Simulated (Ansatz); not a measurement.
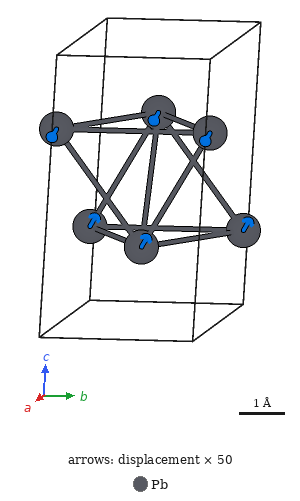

A relaxation of a crystal of Pb (set up in C2/m). The starting structure is drawn; blue arrows show the displacements (the part carried along by the change of the cell is left out), 50 times their true length.

Style: ball-and-stick. Shown: the conventional cell (2 times the calculation's cell), slightly off an axis. Lengths and directions refer to the drawn axes.

Computed with Ansatz, DFT r2SCAN, scalar-relativistic, plane waves, PAW.

Input
```yaml
crystal:
  lattice:
    - [3.0386068135, -1.75031996, 0.0]
    - [3.0386068135, 1.75031996, 0.0]
    - [-2.1154626375, 0.0, 6.0952248674]
  atoms:
    - { symbol: Pb, position: [0.09149159, 0.09149159, 0.2737078] }
    - { symbol: Pb, position: [0.90850841, 0.90850841, 0.7262922] }
basis:
  ecutwfc: 500
kpoints:
  mp_grid: { grid: [14, 14, 8] }
hamiltonian:
  xc: r2scan
scf:
  occupations: { method: gaussian, width: 0.1 }
output:
  forces: true
  stress: true
  eigenvalues: true
relax:
  adjacent_minimum: "off"
  f_tol: 0.005
  max_steps: 80
  cell: { stress_tol: 0.05 }
```

Command:
```bash
ansatz run input.yaml --threads 1 --pin off --max-ram 2560MiB --backend cpu --events-out ev --progress --plain --runs-dir out
```

### Describe the change and its energy.

The largest moves relative to the cell, 0.016 Å, are those of Pb1 and Pb2. Pb1 goes roughly along [−3 0 1]. The drawn cell changes as follows: a 6.077 → 6.021 Å (−0.9 %), b 3.501 → 3.470 Å (−0.9 %), c 6.452 → 6.511 Å (+0.9 %), β 109.1° → 108.7°; the volume changes by −0.7 %. Some distances before and after: Pb1–Pb2 3.337 → 3.382 Å, Pb1–Pb1 3.507 → 3.475 Å, Pb1–Pb2 (another image) 3.408 → 3.428 Å, Pb1–Pb2 (another image) 3.449 → 3.438 Å. The space group stays C2/m (No. 12). Over 2 accepted moves (3 points after the start) the energy falls by 1.7 meV per atom. The largest force component goes from 0.035 to 0.0049 eV/Å. Pressure: −0.27 GPa at the start and 0.00 GPa at the end. The SCF was repeated once at an unchanged geometry on a basis and grid sized afresh for the cell, which shifted the energy by less than 0.05 meV per atom at most. The run took 3.7 min on 1 thread of Arm Neoverse V2 (shared host), peak memory 0.92 GiB.
